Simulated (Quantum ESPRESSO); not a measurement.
Consider CdTe.

Input file:

```
&CONTROL
  calculation = 'scf'
  prefix = 'pwscf'
  outdir = './tmp'
  pseudo_dir = './pseudo'
  tprnfor = .true.
  tstress = .true.
  disk_io = 'low'
/
&SYSTEM
  ibrav = 0
  nat = 2
  ntyp = 2
  ecutwfc = 45
  ecutrho = 360
  nbnd = 15
  occupations = 'smearing'
  smearing = 'fd'
  degauss = 0.00367493
/
&ELECTRONS
  conv_thr = 4d-10
  electron_maxstep = 120
  mixing_beta = 0.5
/
ATOMIC_SPECIES
Te   127.6000 te_pbesol_v1.uspp.F.UPF
Cd   112.4140 cd_pbesol_v1.uspp.F.UPF
CELL_PARAMETERS angstrom
   0.0000000000    3.2050000000    3.2050000000
   3.2050000000    0.0000000000    3.2050000000
   3.2050000000    3.2050000000    0.0000000000
ATOMIC_POSITIONS crystal
Te     0.7500000000    0.7500000000    0.7500000000
Cd     0.0000000000    0.0000000000    0.0000000000
K_POINTS automatic
7 7 7 0 0 0
```

Command:

```sh
OMP_NUM_THREADS=1 mpirun -n 2 pw.x -nk 2 -in pw.in > pw.out
OMP_NUM_THREADS=1 mpirun -n 1 pp.x -in pp_density.in > pp_density.out
OMP_NUM_THREADS=1 mpirun -n 1 pp.x -in pp_potential.in > pp_potential.out
```

Below, planes, directions and counts refer to the conventional cell (a = 6.41 Å, b = 6.41 Å, c = 6.41 Å, α = 90.00°, β = 90.00°, γ = 90.00°).

Space group F-43m.

Computed with Quantum ESPRESSO, Kohn-Sham DFT of a periodic cell, PBEsol, GBRV 1.5 PBEsol.

### What will maps of the valence pseudo-density show?

Cd–Te (2.78 Å): ρ is about 0.36 e/Å³ halfway.

### Metal or insulator at this level of theory?

It is gapped, with a Kohn–Sham gap of 0.75 eV on the k-point mesh, an upper bound to the gap of this method.

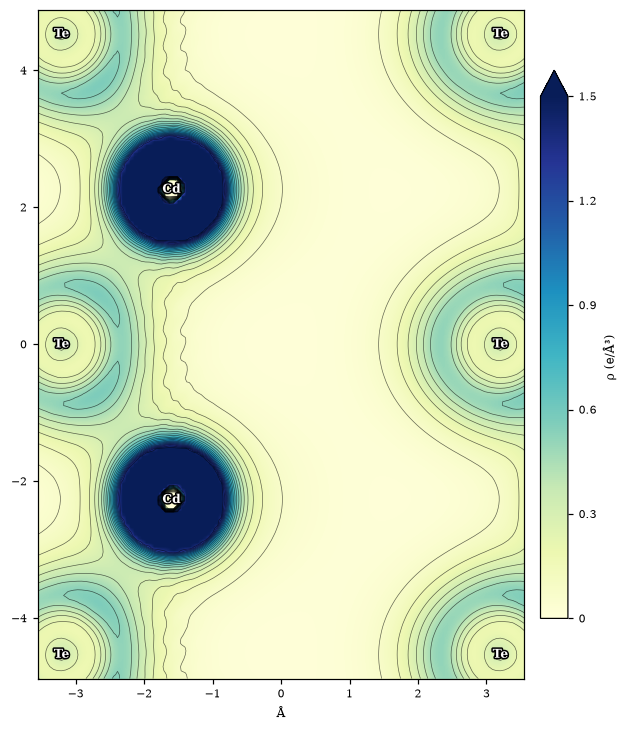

Computed valence pseudo-density on the (110) plane of the conventional cell. 
